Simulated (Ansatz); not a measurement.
# What a change does: single-point calculation on CeO2

System: CeO2 (slab, 12 atoms in the cell).
Method of run 1: DFT PBE, scalar-relativistic, plane waves, PAW, no spin polarisation (Ansatz 0.2.0).

Text and figures count atoms from 1; the logs count them from 0 in places.

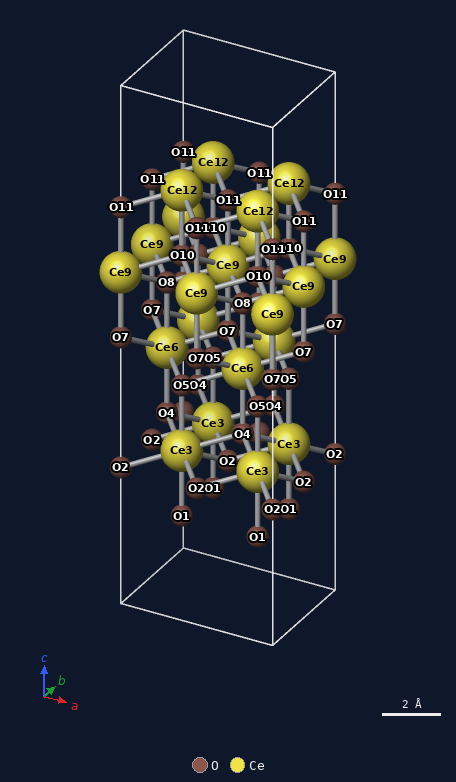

The structure (ball-and-stick view of the 2 × 2 repeat of the cell, with the vacuum cut short, seen slightly off an axis; atoms are numbered from 1 in the order of the input).

Input file, run 1:
```yaml
crystal:
  lattice:
    - [3.8637242719, 0.0, 0.0]
    - [-1.931862136, 3.3460833727, 0.0]
    - [0.0, 0.0, 26.8301912163]
  atoms:
    - { symbol: O, position: [0.6666666667, 0.3333333333, 0.2795358385] }
    - { symbol: O, position: [0.0, 0.0, 0.3383262816] }
    - { symbol: Ce, position: [0.6666666667, 0.3333333333, 0.3677215031] }
    - { symbol: O, position: [0.3333333333, 0.6666666667, 0.3971167247] }
    - { symbol: O, position: [0.6666666667, 0.3333333333, 0.4559071677] }
    - { symbol: Ce, position: [0.3333333333, 0.6666666667, 0.4853023892] }
    - { symbol: O, position: [0.0, 0.0, 0.5146976108] }
    - { symbol: O, position: [0.3333333333, 0.6666666667, 0.5734880538] }
    - { symbol: Ce, position: [0.0, 0.0, 0.6028832753] }
    - { symbol: O, position: [0.6666666667, 0.3333333333, 0.6322784969] }
    - { symbol: O, position: [0.0, 0.0, 0.6910689399] }
    - { symbol: Ce, position: [0.6666666667, 0.3333333333, 0.7204641615] }
basis:
  ecutwfc: 420
kpoints:
  mp_grid: { grid: [9, 9, 1] }
hamiltonian:
  xc: pbe
scf:
  occupations: { method: gaussian, width: 0.05 }
output:
  forces: true
  stress: true
  eigenvalues: true
  write_density: true
  write_potential: true
  elf: true
  volumetric_format: npy
efield:
  axis: 3
  dipole_correction: true
  ramp_width: 0.04
```

Launched with:
```bash
ansatz run input.yaml --threads 2 --pin off --max-ram 4096MiB --backend cpu --events-out ev --progress --plain --runs-dir out
```

Hardware: 2 threads of AMD EPYC (Zen 3), 192 GiB of memory available, shared host.

Output, shortened to warnings, some set-up lines, iterations and results (run 1):
```
WARN: efield: at this solve's end the planar-averaged density reaches 1.75e-5 e/Å³ inside the ramp window [0.9427, 0.0573] (bound 1e-5 e/Å³); the window's nearer edge stands 5.96 Å from this solve's nearest atom along the axis. Its work functions, free energy, forces, stress, dipole, levels and responses can be off, and this figure does not tell by how much. A short vacuum, a low `basis.ecutwfc` …
WARN: The output density's exchange-correlation potential varies sharply where the density is thin. Do not read a vacuum level from v_tot or v_xc, or from such a field of the output density. On a cell that repeats whose density bears no net charge and no dipole along the vacuum's axis use v_es (v_loc + v_h of the components); under efield.dipole_correction with no amplitude use v_es + v_field, …
Basis set: ecut = 420 eV, 6857 PW (Γ), exchange–correlation on 54×54×360 points (8 copies of the dense FFT grid, shifted against one another)
Symmetry: 6 space group operations
k-points: 12 of 81 (time reversal used)
Initial density: superposition of atomic densities (neutral atoms: chi_scale 0, normalization atom), corrected by the library's trained network
[...]
SCF iter   1: F=—  HF=-30853.938098 eV  |F-HF|=—  |Δ(HF+E_count)|=         —  Δρ=3.46e-2  dr2=3.90e1  ethr=1.77e-3  p=0.444 e·Å  D=2.32e-1 V/Å  ΔV_dip=-6.21 eV  …
SCF iter   2: F=—  HF=-30868.712976 eV  |F-HF|=—  |Δ(HF+E_count)|=    1.48e1  Δρ=5.13e-1  dr2=3.74e3  ethr=1.77e-3  p=0.435 e·Å  D=2.27e-1 V/Å  ΔV_dip=-6.08 eV  …
SCF iter   3: F=—  HF=-30853.874173 eV  |F-HF|=—  |Δ(HF+E_count)|=    1.48e1  Δρ=1.41e-2  dr2=2.49e0  ethr=1.77e-3  p=0.458 e·Å  D=2.39e-1 V/Å  ΔV_dip=-6.40 eV  …
SCF iter   4: F=—  HF=-30853.873165 eV  |F-HF|=—  |Δ(HF+E_count)|=   1.01e-3  Δρ=1.17e-2  dr2=1.24e0  ethr=1.77e-3  p=0.456 e·Å  D=2.38e-1 V/Å  ΔV_dip=-6.38 eV  …
SCF iter   5: F=—  HF=-30853.862864 eV  |F-HF|=—  |Δ(HF+E_count)|=   1.03e-2  Δρ=9.87e-3  dr2=9.82e-1  ethr=1.29e-3  p=0.454 e·Å  D=2.37e-1 V/Å  ΔV_dip=-6.35 eV  …
[... 17 lines ...]
SCF iter  23: F=—  HF=-30853.777482 eV  |F-HF|=—  |Δ(HF+E_count)|=   1.98e-7  Δρ=1.32e-5  dr2=1.65e-6  ethr=6.39e-9  p=0.450 e·Å  D=2.35e-1 V/Å  ΔV_dip=-6.30 eV  …
SCF iter  24: F=—  HF=-30853.777482 eV  |F-HF|=—  |Δ(HF+E_count)|=   3.64e-8  Δρ=6.95e-6  dr2=2.63e-7  ethr=1.72e-9  p=0.450 e·Å  D=2.35e-1 V/Å  ΔV_dip=-6.30 eV  …
SCF iter  25: F=—  HF=-30853.777482 eV  |F-HF|=—  |Δ(HF+E_count)|=   2.21e-8  Δρ=4.98e-6  dr2=1.42e-7  ethr=2.74e-10  p=0.450 e·Å  D=2.35e-1 V/Å  ΔV_dip=-6.30 eV  …
SCF iter  26: F=-30853.777482 eV  HF=-30853.777482 eV  |F-HF|=4.04e-8  |Δ(HF+E_count)|=   4.73e-8  Δρ=2.40e-6  dr2=4.74e-8  ethr=1.04e-10  p=0.450 e·Å  D=2.35e-1 V/Å  …
SCF 1 converged in 26 iterations: F = -30853.777482 eV  dr2 = 4.74e-8
WARN: The output density's exchange-correlation potential varies sharply where the density is thin. Do not read a vacuum level from v_tot or v_xc, or from such a field of the output density. On a cell that repeats whose density bears no net charge and no dipole along the vacuum's axis use v_es …
SCF converged after 26 iterations
Free energy (F): -30853.777482 eV
Harris-Foulkes:  -30853.777482 eV  (|F-HF|=4.04e-8)
Internal energy: -30853.751371 eV  (E = F + TS)
E sigma→0 (E₀):  -30853.764426 eV
Entropy (-TS):   -0.026111 eV (-2.176 meV/atom)
Fermi energy:    2.523432 eV
Dipole field:    D = 0.234650 V/Å  (p = 0.449807 e·Å, saw-weighted, corrected)
Work function:   Φ+ = 2.9567 eV   Φ− = 9.2526 eV
[...]
```

For run 2 the input was changed thus:
```diff
+  mixing: { beta: 0.02 }
+  max_iter: 69
-  write_density: true
-  write_potential: true
-  elf: true
-  volumetric_format: npy
```

Predict how the results change.

Both reach the same energy, so the change doesn't alter the result. The SCF takes 27 iterations against 26.

Output, shortened to warnings, some set-up lines, iterations and results (run 2):
```
WARN: efield: at this solve's end the planar-averaged density reaches 1.75e-5 e/Å³ inside the ramp window [0.9427, 0.0573] (bound 1e-5 e/Å³); the window's nearer edge stands 5.96 Å from this solve's nearest atom along the axis. Its work functions, free energy, forces, stress, dipole, levels and responses can be off, and this figure does not tell by how much. A short vacuum, a low `basis.ecutwfc` …
Basis set: ecut = 420 eV, 6857 PW (Γ), exchange–correlation on 54×54×360 points (8 copies of the dense FFT grid, shifted against one another)
Symmetry: 6 space group operations
k-points: 12 of 81 (time reversal used)
Initial density: superposition of atomic densities (neutral atoms: chi_scale 0, normalization atom), corrected by the library's trained network
[...]
SCF iter   1: F=—  HF=-30853.938098 eV  |F-HF|=—  |Δ(HF+E_count)|=         —  Δρ=3.46e-2  dr2=3.90e1  ethr=1.77e-3  p=0.444 e·Å  D=2.32e-1 V/Å  ΔV_dip=-6.21 eV  …
SCF iter   2: F=—  HF=-30853.923973 eV  |F-HF|=—  |Δ(HF+E_count)|=   1.41e-2  Δρ=3.35e-2  dr2=3.65e1  ethr=1.77e-3  p=0.444 e·Å  D=2.31e-1 V/Å  ΔV_dip=-6.21 eV  …
SCF iter   3: F=—  HF=-30853.998483 eV  |F-HF|=—  |Δ(HF+E_count)|=   7.45e-2  Δρ=8.98e-2  dr2=1.42e2  ethr=1.77e-3  p=0.439 e·Å  D=2.29e-1 V/Å  ΔV_dip=-6.14 eV  …
SCF iter   4: F=—  HF=-30853.785952 eV  |F-HF|=—  |Δ(HF+E_count)|=   2.13e-1  Δρ=2.04e-2  dr2=3.75e0  ethr=1.77e-3  p=0.441 e·Å  D=2.30e-1 V/Å  ΔV_dip=-6.17 eV  …
SCF iter   5: F=—  HF=-30853.822201 eV  |F-HF|=—  |Δ(HF+E_count)|=   3.62e-2  Δρ=3.96e-2  dr2=1.90e1  ethr=1.77e-3  p=0.443 e·Å  D=2.31e-1 V/Å  ΔV_dip=-6.21 eV  …
[... 18 lines ...]
SCF iter  24: F=—  HF=-30853.777482 eV  |F-HF|=—  |Δ(HF+E_count)|=   1.40e-7  Δρ=1.23e-5  dr2=7.16e-7  ethr=3.70e-9  p=0.450 e·Å  D=2.35e-1 V/Å  ΔV_dip=-6.30 eV  …
SCF iter  25: F=—  HF=-30853.777482 eV  |F-HF|=—  |Δ(HF+E_count)|=   1.53e-7  Δρ=6.58e-6  dr2=2.32e-7  ethr=7.46e-10  p=0.450 e·Å  D=2.35e-1 V/Å  ΔV_dip=-6.30 eV  …
SCF iter  26: F=—  HF=-30853.777482 eV  |F-HF|=—  |Δ(HF+E_count)|=   8.03e-8  Δρ=3.89e-6  dr2=1.02e-7  ethr=2.41e-10  p=0.450 e·Å  D=2.35e-1 V/Å  ΔV_dip=-6.30 eV  …
SCF iter  27: F=-30853.777482 eV  HF=-30853.777482 eV  |F-HF|=3.33e-8  |Δ(HF+E_count)|=   1.29e-8  Δρ=2.61e-6  dr2=3.86e-8  ethr=1.04e-10  p=0.450 e·Å  D=2.35e-1 V/Å  …
SCF 1 converged in 27 iterations: F = -30853.777482 eV  dr2 = 3.86e-8
SCF converged after 27 iterations
Free energy (F): -30853.777482 eV
Harris-Foulkes:  -30853.777482 eV  (|F-HF|=3.33e-8)
Internal energy: -30853.751370 eV  (E = F + TS)
E sigma→0 (E₀):  -30853.764426 eV
Entropy (-TS):   -0.026112 eV (-2.176 meV/atom)
Fermi energy:    2.523448 eV
Dipole field:    D = 0.234698 V/Å  (p = 0.449899 e·Å, saw-weighted, corrected)
Work function:   Φ+ = 2.9560 eV   Φ− = 9.2532 eV
Levels:          The Fermi level and band energies are counted from a zero that moves with the ramp; work functions are not
Vacuum region:   at the solve's end the planar-averaged density reaches 1.75e-5 e/Å³ inside the ramp window [0.9427, 0.0573] (bound 1e-5 e/Å³)
--- Per-component energies (eV) ---
  E_band       = -830.474492
  E_kinetic    = 2916.674364
  E_local      = -83481.829956  (includes V_loc(G=0)·N_el)
  E_nonlocal   = 158.921745
  E_hartree    = 40735.262990
  E_xc         = -1501.196305
  E_vxc        = -1766.402393  (∫ρ·V_xc dr)
  E_paw        = -23152.490033  (= ΣΔE_a)
  E_vpaw       = -119.588452  (= ΣTr[D̂ρ^β])
  E_aug_tail   = 0.019002  (compensation charges beyond the density's cutoff)
  E_efield     = 0.052795  (sawtooth field / dipole correction)
  E_vefield    = -8.779292  (∫n·V_field dr)
  E_ewald      = 33470.834028
  E_smearing   = -0.026112  (= −TS)
  E_closure    = -0.000000  (closes the sum)
  Σ components = -30853.777482   (vs F -30853.777482, Δ=0.00e0)
--- Forces (eV/Å), atoms counted from 1 ---
  atom   1  O     -0.00000000    -0.00000000     1.43584081
  atom   2  O     -0.00000000    -0.00000000     0.43356347
  atom   3  Ce     0.00000000    -0.00000000    -2.72651430
  atom   4  O     -0.00000000     0.00000000     0.81000859
  atom   5  O     -0.00000000    -0.00000000     0.67468092
  atom   6  Ce     0.00000000    -0.00000000    -1.31112158
  atom   7  O     -0.00000000     0.00000000     0.72442028
  atom   8  O     -0.00000000    -0.00000000     0.70376190
  atom   9  Ce     0.00000000    -0.00000000    -1.92447893
  atom  10  O     -0.00000000     0.00000000     1.27890808
  atom  11  O     -0.00000000    -0.00000000     2.17936728
  atom  12  Ce     0.00000000     0.00000000    -2.27854099
  max |Σ_I F_I| component: 1.04e-4 eV/Å
--- Stress (GPa, compression-positive) ---
       -0.252066      -0.000000       0.000000
       -0.000000      -0.252066      -0.000000
        0.000000      -0.000000      -2.133823
  P = ⅓ Tr σ = -0.8793 GPa (-8.793 kbar)
```

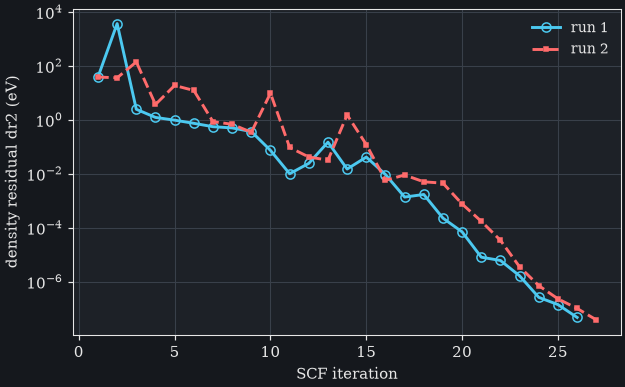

Convergence of the two runs: density residual dr2 against the SCF iteration. Run 1 takes 26 iterations in all, and run 2 takes 27.

The two runs side by side:

```tsv
quantity	run 1	run 2
outcome	converged	converged
free energy per atom (eV)	−2571.1481	−2571.1481
energy per atom, smearing taken to zero (eV)	−2571.1470	−2571.1470
gap on the mesh (eV)	0.00	0.00
work function (eV)	2.96	2.96
largest force (eV/Å)	2.727	2.727
SCF iterations	26	27
irreducible k-points	12	12
plane waves at Γ	6857	6857
wall time (shared host)	43 s	44 s
```

For both runs: The f shell of Ce is treated without spin polarisation, U or a localised state, so a metallic result may be an artefact of the set-up. For run 1: Warnings: the density in the vacuum is higher than it should be, so vacuum levels may be off; the exchange-correlation potential is rough where the density is thin. For run 2: Warnings: the density in the vacuum is higher than it should be, so vacuum levels may be off.
